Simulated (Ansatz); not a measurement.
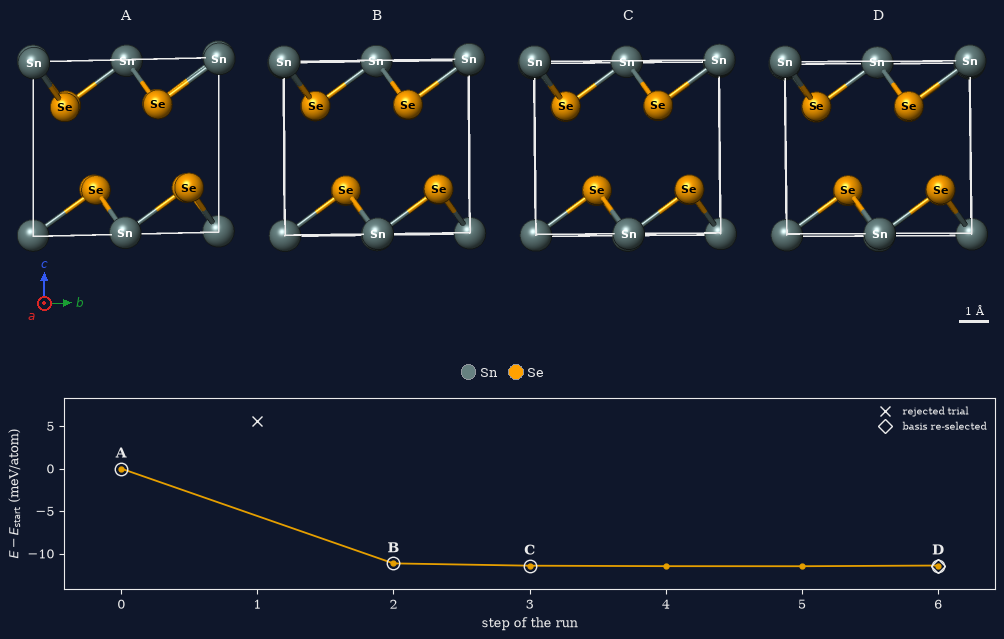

Frames of a relaxation of crystalline SnSe$_{2}$ (built on the database structure type), marked on the history of the run. The picture is a ball-and-stick view of the cell of the calculation, seen along the a axis.

Case: shaken.

The calculation used Ansatz, DFT, PBEsol, plane waves, PAW.

Input file:
```yaml
crystal:
  lattice:
    - [7.6405092177, -0.0257999935, -0.0863718879]
    - [-3.8425980587, 6.6341991218, 0.1207610653]
    - [-0.0694607893, 0.0720375832, 6.2329026219]
  atoms:
    - { symbol: Sn, position: [-0.0039144371, 0.0032076139, -0.0076237681] }
    - { symbol: Se, position: [0.3413853623, 0.177470448, 0.7455833892] }
    - { symbol: Se, position: [0.1697326842, 0.3275672783, 0.2610068104] }
    - { symbol: Sn, position: [-0.00270513, 0.4961500793, 0.0086705656] }
    - { symbol: Se, position: [0.3413373989, 0.6667886589, 0.7437292726] }
    - { symbol: Se, position: [0.1690312078, 0.8261205162, 0.2570765756] }
    - { symbol: Sn, position: [0.4972498468, -0.0012624376, 0.0051117432] }
    - { symbol: Se, position: [0.8367135565, 0.1699540111, 0.7352746029] }
    - { symbol: Se, position: [0.6699048869, 0.3380148205, 0.2573893336] }
    - { symbol: Sn, position: [0.5037109549, 0.5031314521, -0.0064334736] }
    - { symbol: Se, position: [0.8365467496, 0.6716085398, 0.7394937785] }
    - { symbol: Se, position: [0.6772209906, 0.840457246, 0.2590115833] }
kpoints:
  mp_grid: { grid: [6, 6, 4] }
hamiltonian:
  xc: pbesol
scf:
  occupations: { method: fermi_dirac, width: 0.05 }
relax:
  f_tol: 0.01
  cell: {}
  max_steps: 120
```

> What happens along the run?

After 4 accepted moves (6 points after the start) the energy has fallen by 11.4 meV per atom. The largest force component goes from 0.47 to 0.0004 eV/Å. The pressure goes from −0.93 to 0.00 GPa. The line search rejected the trial step at point 1 of the run. The SCF was repeated once at an unchanged geometry on a basis and grid sized afresh for the cell, which shifted the energy by 0.1 meV per atom at most. The atom that moves furthest relative to the cell is Sn1 (0.076 Å roughly along [1 0 1]). By element the largest moves are Sn 0.076 Å, Se 0.065 Å. The drawn cell changes as follows: a 7.641 → 7.635 Å (−0.1 %), b 7.668 → 7.635 Å (−0.4 %), c 6.234 → 6.150 Å (−1.3 %), α 88.2° → 90.0°, β 91.3° → 90.0°, γ 120.3° → 120.0°; the volume changes by −1.5 %. Near-neighbour distances that change, for instance: Sn4–Se5 2.818 → 2.716 Å, Sn10–Se12 2.810 → 2.716 Å, Se5–Sn10 2.627 → 2.716 Å, Sn4–Se8 2.783 → 2.716 Å. Bond angles that change, for instance: Se2–Sn7–Se12 176.3° → 180.0°, Sn4–Se8–Sn7 85.6° → 89.3°, Se8–Sn4–Se9 94.3° → 90.7°. The space group (tolerance 0.01 Å) goes from P1 (No. 1) to P-3m1 (No. 164). From step 0 to 2: Sn1 moves most (0.07 Å), volume −0.5 %, energy −11.1 meV per atom. From step 2 to 3: Se3 moves most (0.02 Å), volume −0.7 %, energy −0.3 meV per atom. From step 3 to 6: volume −0.3 %, energy +0.0 meV per atom.

| step | E − E(0), meV/atom | largest force component, eV/Å | pressure, GPa | volume, Å³/atom | note |
| --- | --- | --- | --- | --- | --- |
| 0 | 0.00 | 0.4750 | -0.93 | 26.270 |  |
| 1 | 5.60 | 0.8506 | 1.50 | 26.202 | rejected |
| 2 | -11.15 | 0.0121 | -0.19 | 26.126 |  |
| 3 | -11.42 | 0.0050 | 0.03 | 25.941 |  |
| 4 | -11.47 | 0.0060 | 0.04 | 25.884 |  |
| 5 | -11.48 | 0.0002 | 0.00 | 25.874 |  |
| 6 | -11.40 | 0.0004 | 0.00 | 25.874 | same geometry, new basis |
